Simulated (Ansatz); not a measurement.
Geometry relaxation, with input and output: Cr (part 1 of 2)

- system: Cr (2 atoms in the cell)
- method: DFT PBE+D3(BJ), scalar-relativistic, plane waves, PAW, spin-polarised (Ansatz 0.2.0)

Figures and captions count atoms from 1; the log counts them from 0 in places.

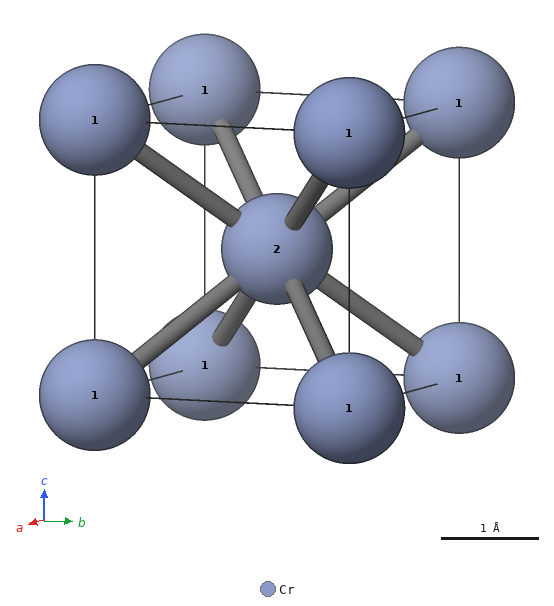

The structure as given in the input (ball-and-stick view of the cell of the calculation, seen slightly off an axis; atoms are numbered from 1 in the order of the input).

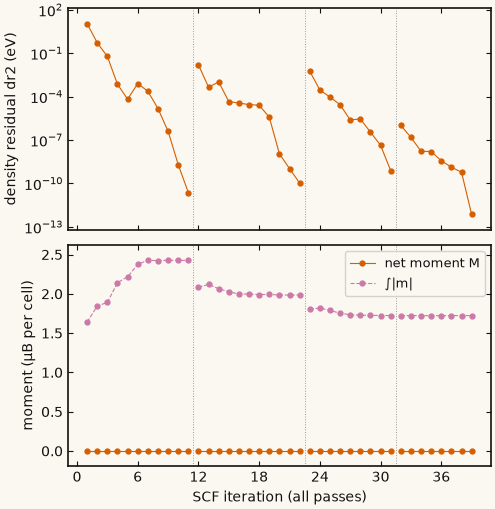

Convergence of the self-consistent field: density residual dr2 and magnetic moment against the SCF iteration. The dotted lines part the SCF passes of the relaxation: geometry steps, rejected trials and re-solves on a re-selected basis. The passes take 11, 11, 9 and 8 iterations. The net moment stays at 0.0 μB per cell.

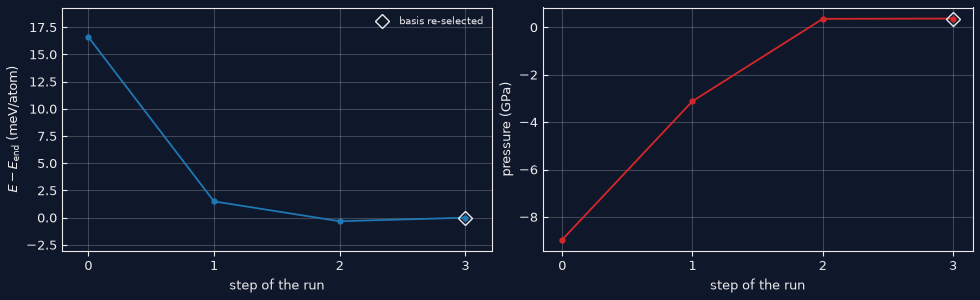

Progress of the relaxation, step by step (the first geometry is step 0 here and step 1 in the log).

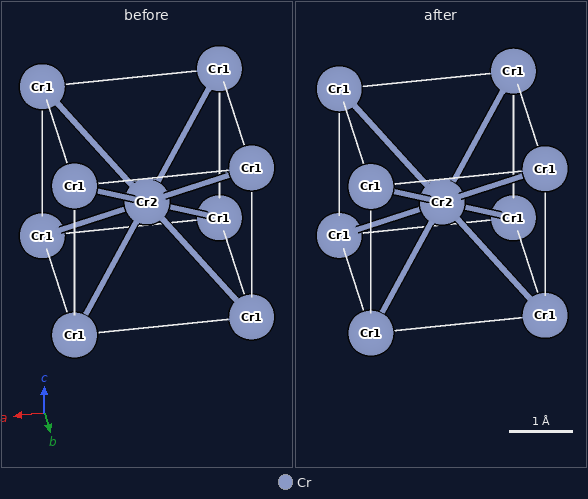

Before (left) and after (right) the relaxation, at one scale (ball-and-stick view of the cell of the calculation, seen at an oblique angle). Over 2 geometry steps the energy falls by 16.9 meV per atom. All forces vanish by symmetry, so only the cell relaxes. The pressure goes from −8.96 to 0.37 GPa. No atom moves by more than 0.005 Å relative to the cell. The volume changes by −4.9 %, with a = b = c 2.880 → 2.832 Å (−1.7 %). Among the contacts that change: Cr1–Cr2 2.494 → 2.453 Å. The space group stays Im-3m (No. 229). A last SCF at the same geometry on a re-selected plane-wave basis shifts the energy by +0.3 meV per atom. (Atoms are counted from 1 in the order of the input.)

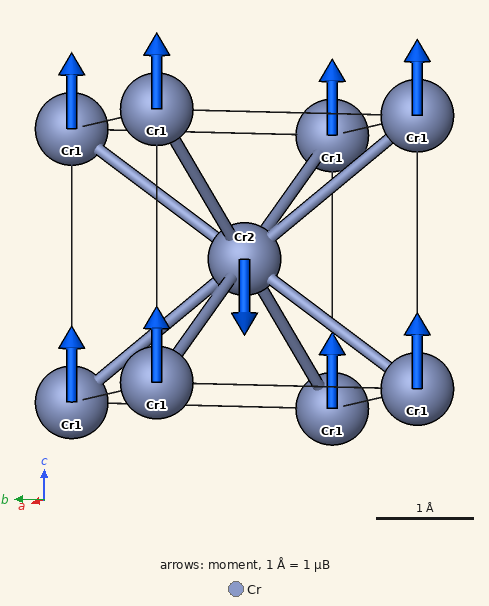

Magnetic moments of the sites as blue arrows (ball-and-stick view of the cell of the calculation, seen at an oblique angle; atoms are numbered from 1 in the order of the input); small moments hardly show. The run is collinear, so the axis drawn is arbitrary. Site moments: Cr1 (0.80 μB); Cr2 (−0.80 μB). They are counted near the atoms and needn't add up to the moment of the cell.

These pictures come from the run below.

**Input**
```yaml
crystal:
  lattice:
    - [2.88, 0.0, 0.0]
    - [0.0, 2.88, 0.0]
    - [0.0, 0.0, 2.88]
  atoms:
    - { symbol: Cr, position: [0.0, 0.0, 0.0], spin: 1.14 }
    - { symbol: Cr, position: [0.5, 0.5, 0.5], spin: -1.14 }
basis:
  ecutwfc: 420
kpoints:
  mp_grid: { grid: [8, 8, 8] }
hamiltonian:
  xc: pbe
  dispersion: d3bj
scf:
  occupations: { method: gaussian, width: 0.1 }
output:
  forces: true
  stress: true
  eigenvalues: true
  populations: true
magnetization:
  spin_polarized: true
relax:
  adjacent_minimum: "off"
  f_tol: 0.05
  max_steps: 80
  cell: { stress_tol: 0.5 }
```

Command:
```bash
ansatz run input.yaml --threads 1 --pin off --max-ram 3072MiB --backend cpu --events-out ev --progress --plain --runs-dir out
```

**Output**
```
Engine: ansatz 0.2.0, x86_64-unknown-linux-gnu
Pseudopotentials: kind: paw
Pseudopotential: Cr, paw, valence charge 14, recommended cutoff 420 eV (normal), Cr.paw.azcp
Functional definition: PBE
  parameter kappa = 0.804
  parameter beta = 0.06672455060314922
  exchange = pbe_x(kappa = kappa, mu = beta*pi^2/3)
  correlation = pbe_c(beta = beta)
Crystal: 2 atoms, lattice volume = 23.888 Å³
Basis set: ecut = 420 eV, 461 PW (Γ), exchange–correlation on 40×40×40 points (8 copies of the dense FFT grid, shifted against one another)
Bands: 20, of which v1, the nominal top of the filled ones, is band 14 counted from 1 (13 counted from 0)
Symmetry: 48 space group operations
Space group: Pm-3m (ITA 221), of the structure as read, at distance tolerance 2.9e-5 Å
Magnetic group: BNS 221.97 (UNI 1599), of the structure as read, at distance tolerance 2.9e-5 Å
k-points: 35 of 512
Non-local potential: Cr, projectors of the file, l = 0: 3, l = 1: 2, l = 2: 3, l = 3: 1
PAW form: soft (Blöchl's): semilocal exchange-correlation on the pseudo side does not see the compensation charge
PAW one-centre angular grid: Cr, 590 points (default); XC on 64 Gauss nodes
Initial density: superposition of atomic densities (chi_scale 0.1, normalization cell)
Starting moments: Σ|m| = 2.28 μB on 2 of 2 sites
Starting magnetic order: antiferromagnet; a translation exchanges its spin sublattices: spin-degenerate at every k-point
Initial wavefunctions: pseudopotential atomic-orbital guess
Functional: x = pbe(κ = 0.804, μ = 0.2195149727645171), c = pbe(β = 0.06672455060314922)
SCF iter   1: F=—  HF=-6761.031507 eV  |F-HF|=—  |Δ(HF+E_count)|=         —  Δρ=1.19e-1 (↑1.19e-1 ↓1.19e-1)  dr2=1.09e1  dr2_m=6.69e-2  M=0.000 μB ∫|m|=1.640 μB  β_m=0.30  ethr=3.10e-3  ⟨swp⟩=3.5  Hψ=2373  notcnv=0
Mixer restart at iter 1: flushing history
preconditioner: auto → none  [insulator: Δε(μ)=0.112 eV  Ē_g=5.712 eV  σ=0.100 eV  W_gap=0.53  n_scr=6 (ndim 8)  ℏωp=26.3 eV  f_vac=0.000  D(μ)=1.00/eV (n_scr^D=6)  ε∞_Penn≈22.2]
SCF iter   2: F=—  HF=-6756.706899 eV  |F-HF|=—  |Δ(HF+E_count)|=    4.32e0  Δρ=2.82e-2 (↑2.82e-2 ↓2.82e-2)  dr2=5.19e-1  dr2_m=5.90e-3  M=0.000 μB ∫|m|=1.844 μB  β_m=0.33  ethr=3.10e-3  ⟨swp⟩=2.5  Hψ=1673  notcnv=0  defer=45
SCF iter   3: F=—  HF=-6756.474399 eV  |F-HF|=—  |Δ(HF+E_count)|=   2.33e-1  Δρ=1.48e-2 (↑1.48e-2 ↓1.48e-2)  dr2=5.93e-2  dr2_m=6.35e-3  M=0.000 μB ∫|m|=1.892 μB  β_m=0.60  ethr=1.85e-3  ⟨swp⟩=2.0  Hψ=1098  notcnv=0  defer=44
SCF iter   4: F=—  HF=-6756.452876 eV  |F-HF|=—  |Δ(HF+E_count)|=         —  Δρ=1.18e-2 (↑1.18e-2 ↓1.18e-2)  dr2=7.07e-4  dr2_m=3.03e-2  M=0.000 μB ∫|m|=2.141 μB  β_m=0.60  ethr=2.12e-4  ⟨swp⟩=3.0  Hψ=1381  notcnv=0  defer=44
Mixer restart at iter 4: flushing history
SCF iter   5: F=—  HF=-6756.452361 eV  |F-HF|=—  |Δ(HF+E_count)|=   5.15e-4  Δρ=8.29e-3 (↑8.29e-3 ↓8.29e-3)  dr2=6.63e-5  dr2_m=1.50e-2  M=0.000 μB ∫|m|=2.217 μB  β_m=0.59  ethr=2.53e-6  ⟨swp⟩=2.0  Hψ=912  notcnv=0  defer=44
SCF iter   6: F=—  HF=-6756.452361 eV  |F-HF|=—  |Δ(HF+E_count)|=   7.12e-7  Δρ=3.97e-3 (↑3.97e-3 ↓3.97e-3)  dr2=8.00e-4  dr2_m=3.19e-3  M=0.000 μB ∫|m|=2.375 μB  β_m=0.63  ethr=2.37e-7  ⟨swp⟩=2.8  Hψ=1290  notcnv=0  defer=44
SCF iter   7: F=—  HF=-6756.451674 eV  |F-HF|=—  |Δ(HF+E_count)|=   6.87e-4  Δρ=1.17e-3 (↑1.17e-3 ↓1.17e-3)  dr2=2.35e-4  dr2_m=2.19e-4  M=0.000 μB ∫|m|=2.427 μB  β_m=0.65  ethr=2.37e-7  ⟨swp⟩=2.6  Hψ=1261  notcnv=0  defer=44
SCF iter   8: F=—  HF=-6756.451707 eV  |F-HF|=—  |Δ(HF+E_count)|=   3.24e-5  Δρ=1.71e-4 (↑1.71e-4 ↓1.71e-4)  dr2=1.50e-5  dr2_m=1.30e-6  M=0.000 μB ∫|m|=2.423 μB  β_m=0.82  ethr=2.37e-7  ⟨swp⟩=2.2  Hψ=1094  notcnv=0  defer=44
SCF iter   9: F=—  HF=-6756.451702 eV  |F-HF|=—  |Δ(HF+E_count)|=   4.03e-6  Δρ=7.30e-5 (↑7.30e-5 ↓7.30e-5)  dr2=4.02e-7  dr2_m=1.05e-6  M=0.000 μB ∫|m|=2.427 μB  β_m=0.91  ethr=5.34e-8  ⟨swp⟩=2.0  Hψ=906  notcnv=0  defer=44
SCF iter  10: F=—  HF=-6756.451703 eV  |F-HF|=—  |Δ(HF+E_count)|=   2.11e-8  Δρ=8.45e-6 (↑8.45e-6 ↓8.45e-6)  dr2=2.01e-9  dr2_m=1.51e-8  M=0.000 μB ∫|m|=2.426 μB  β_m=0.96  ethr=1.44e-9  ⟨swp⟩=2.1  Hψ=1023  notcnv=0  defer=44
SCF iter  11: F=-6756.451703 eV  HF=-6756.451703 eV  |F-HF|=2.73e-12  |Δ(HF+E_count)|=   3.68e-9  Δρ=3.04e-7 (↑3.04e-7 ↓3.04e-7)  dr2=2.34e-11  dr2_m=1.40e-11  M=0.000 μB ∫|m|=2.426 μB  ethr=7.19e-12  ⟨swp⟩=4.6  Hψ=2626  notcnv=0
SCF 1 converged in 11 iterations: F = -6756.451703 eV  dr2 = 2.34e-11
  greatest PAW one-centre occupation: 1.000 electrons in one spin orbital (limit 2), on the Cr atom at site 1 (counted from 0), in its partial waves of l = 0
relax step   1: F+E_penalty+E_count = -6756.45170251 eV  Δ(F+E_penalty+E_count) = +0.000e0 eV  max|allowed force component| = 1.752e-46 eV/Å  Δτ_max = 0.0000 Å  P = -8.957 GPa  Ω = 23.888 Å³  (11 SCF iters, dr2 threshold 1.00e-7 eV, accepted)
Crystal: 2 atoms, lattice volume = 23.112 Å³
Initial density: handed on by an earlier stage of this run
Starting moments: Σ|m| = 2.28 μB on 2 of 2 sites; this step starts from the density that it was given
Initial wavefunctions: those handed on with the density
iter 1 solved again at ethr=5.82e-5 eV; its pass at ethr=3.10e-3 eV (dr2=1.63e-2 eV) is discarded
SCF iter   1: F=—  HF=-6756.495005 eV  |F-HF|=—  |Δ(HF+E_count)|=         —  Δρ=1.69e-2 (↑1.69e-2 ↓1.69e-2)  dr2=1.56e-2  dr2_m=5.65e-2  M=0.000 μB ∫|m|=2.083 μB  β_m=0.30  ethr=5.82e-5  ⟨swp⟩=1.0  Hψ=3415  notcnv=0
preconditioner: auto → none  [metal: Δε(μ)=0.053 eV  Ē_g=4.867 eV  σ=0.100 eV  W_gap=0.28  n_scr=6 (ndim 8)  ℏωp=26.8 eV  f_vac=0.000  D(μ)=0.98/eV (n_scr^D=6)]
SCF iter   2: F=—  HF=-6756.480371 eV  |F-HF|=—  |Δ(HF+E_count)|=   1.46e-2  Δρ=9.48e-3 (↑9.48e-3 ↓9.48e-3)  dr2=4.52e-4  dr2_m=1.88e-2  M=0.000 μB ∫|m|=2.120 μB  β_m=0.45  ethr=5.59e-5  ⟨swp⟩=2.1  Hψ=1084  notcnv=0
SCF iter   3: F=—  HF=-6756.482971 eV  |F-HF|=—  |Δ(HF+E_count)|=   2.60e-3  Δρ=6.49e-3 (↑6.49e-3 ↓6.49e-3)  dr2=1.04e-3  dr2_m=8.63e-3  M=0.000 μB ∫|m|=2.065 μB  β_m=0.53  ethr=1.62e-6  ⟨swp⟩=2.0  Hψ=1193  notcnv=0
SCF iter   4: F=—  HF=-6756.481866 eV  |F-HF|=—  |Δ(HF+E_count)|=   1.11e-3  Δρ=6.83e-4 (↑6.83e-4 ↓6.83e-4)  dr2=4.54e-5  dr2_m=7.65e-5  M=0.000 μB ∫|m|=2.027 μB  β_m=0.75  ethr=1.62e-6  ⟨swp⟩=2.0  Hψ=1159  notcnv=0
SCF iter   5: F=—  HF=-6756.481898 eV  |F-HF|=—  |Δ(HF+E_count)|=         —  Δρ=6.14e-4 (↑6.14e-4 ↓6.14e-4)  dr2=3.60e-5  dr2_m=6.89e-5  M=0.000 μB ∫|m|=1.997 μB  β_m=0.75  ethr=1.62e-7  ⟨swp⟩=3.0  Hψ=1198  notcnv=0
Mixer restart at iter 5: flushing history
SCF iter   6: F=—  HF=-6756.481931 eV  |F-HF|=—  |Δ(HF+E_count)|=   3.28e-5  Δρ=2.25e-4 (↑2.25e-4 ↓2.25e-4)  dr2=2.81e-5  dr2_m=1.04e-6  M=0.000 μB ∫|m|=1.998 μB  β_m=0.70  ethr=1.29e-7  ⟨swp⟩=2.0  Hψ=1192  notcnv=0
SCF iter   7: F=—  HF=-6756.481931 eV  |F-HF|=—  |Δ(HF+E_count)|=   3.20e-7  Δρ=4.76e-4 (↑4.76e-4 ↓4.76e-4)  dr2=2.53e-5  dr2_m=4.01e-5  M=0.000 μB ∫|m|=1.990 μB  β_m=0.13  ethr=1.00e-7  ⟨swp⟩=2.0  Hψ=1192  notcnv=0  recentre
SCF iter   8: F=—  HF=-6756.481922 eV  |F-HF|=—  |Δ(HF+E_count)|=   9.30e-6  Δρ=1.68e-4 (↑1.68e-4 ↓1.68e-4)  dr2=3.82e-6  dr2_m=4.63e-6  M=0.000 μB ∫|m|=1.993 μB  β_m=0.54  ethr=9.02e-8  ⟨swp⟩=2.0  Hψ=1095  notcnv=0
SCF iter   9: F=—  HF=-6756.481921 eV  |F-HF|=—  |Δ(HF+E_count)|=   8.10e-7  Δρ=5.55e-5 (↑5.55e-5 ↓5.55e-5)  dr2=1.13e-8  dr2_m=6.43e-7  M=0.000 μB ∫|m|=1.984 μB  β_m=0.57  ethr=1.36e-8  ⟨swp⟩=2.2  Hψ=1066  notcnv=0
SCF iter  10: F=—  HF=-6756.481921 eV  |F-HF|=—  |Δ(HF+E_count)|=   2.25e-7  Δρ=3.60e-6 (↑3.60e-6 ↓3.60e-6)  dr2=1.06e-9  dr2_m=1.88e-9  M=0.000 μB ∫|m|=1.985 μB  β_m=0.79  ethr=4.04e-11  ⟨swp⟩=2.1  Hψ=1182  notcnv=0
SCF iter  11: F=-6756.481921 eV  HF=-6756.481921 eV  |F-HF|=2.73e-12  |Δ(HF+E_count)|=   1.45e-8  Δρ=5.96e-7 (↑5.96e-7 ↓5.96e-7)  dr2=1.07e-10  dr2_m=2.77e-11  M=0.000 μB ∫|m|=1.984 μB  ethr=3.78e-12  ⟨swp⟩=1.0  Hψ=1932  notcnv=0
SCF 2 converged in 11 iterations: F = -6756.481921 eV  dr2 = 1.07e-10
relax step   2: F+E_penalty+E_count = -6756.48192106 eV  Δ(F+E_penalty+E_count) = -3.022e-2 eV  max|allowed force component| = 4.427e-47 eV/Å  Δτ_max = 0.0000 Å  P = -3.115 GPa  Ω = 23.112 Å³  energy of the carried Pulay correction = +4.176e-4 eV  (11 SCF iters, dr2 threshold 2.00e-7 eV, accepted)
Crystal: 2 atoms, lattice volume = 22.719 Å³
iter 1 solved again at ethr=2.06e-5 eV; its pass at ethr=3.10e-3 eV (dr2=5.77e-3 eV) is discarded
```
